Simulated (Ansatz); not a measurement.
```cif
data_structure
_symmetry_space_group_name_H-M 'P 1'
_symmetry_Int_Tables_number 1
_cell_length_a 3.8891
_cell_length_b 3.8891
_cell_length_c 3.9483
_cell_angle_alpha 90.000
_cell_angle_beta 90.000
_cell_angle_gamma 90.000
_cell_volume 59.72
loop_
_atom_site_label
_atom_site_type_symbol
_atom_site_fract_x
_atom_site_fract_y
_atom_site_fract_z
_atom_site_occupancy
Ti1 Ti 0.00000 0.00000 0.00000 1
Al1 Al 0.50000 0.50000 0.00000 1
Al2 Al 0.50000 0.00000 0.50000 1
Al3 Al 0.00000 0.50000 0.50000 1
```

Space group P4/mmm; a structure from a database of computed crystals, not necessarily the ambient phase; changed on purpose from its base cell (strain -0.015 along x and y, +0.000 along z, atoms carried along); computed pressure about 4 GPa in this cell; computed without spin polarisation.

These are results of DFT PBEsol, scalar-relativistic, plane waves, PAW in Ansatz 0.2.0, not measurements.

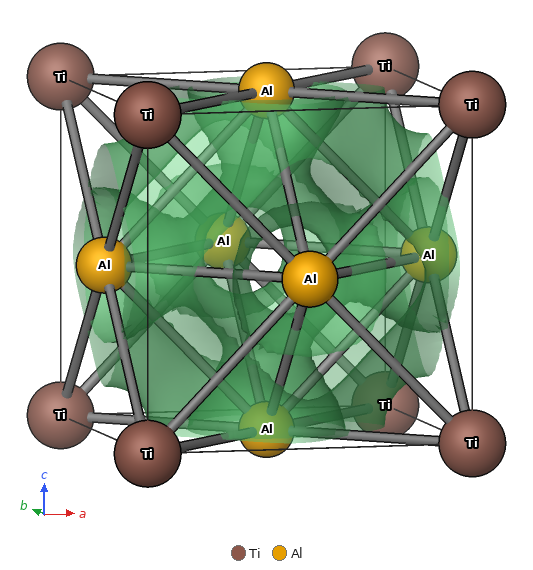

TiAl₃. Isosurface of the electron localisation function at 0.55 (green), seen slightly off an axis. Only the valence region is drawn (cores and ρ < 0.01 e/Å³ removed). Sticks mark near contacts.

Core electrons are frozen (PAW), and the valence fields are smoothed inside the atomic spheres.

Q: Where are the electrons localised?

A: The surface consists of one network that runs through the whole crystal, counted in one cell of 4 atoms. Regions shared between cells count once. Along the contacts the grid gives the following. Ti–Al (2.75 Å): the ELF is about 0.35 at the midpoint. Al–Al (2.75 Å): the ELF peaks at about 0.70 between the atoms.
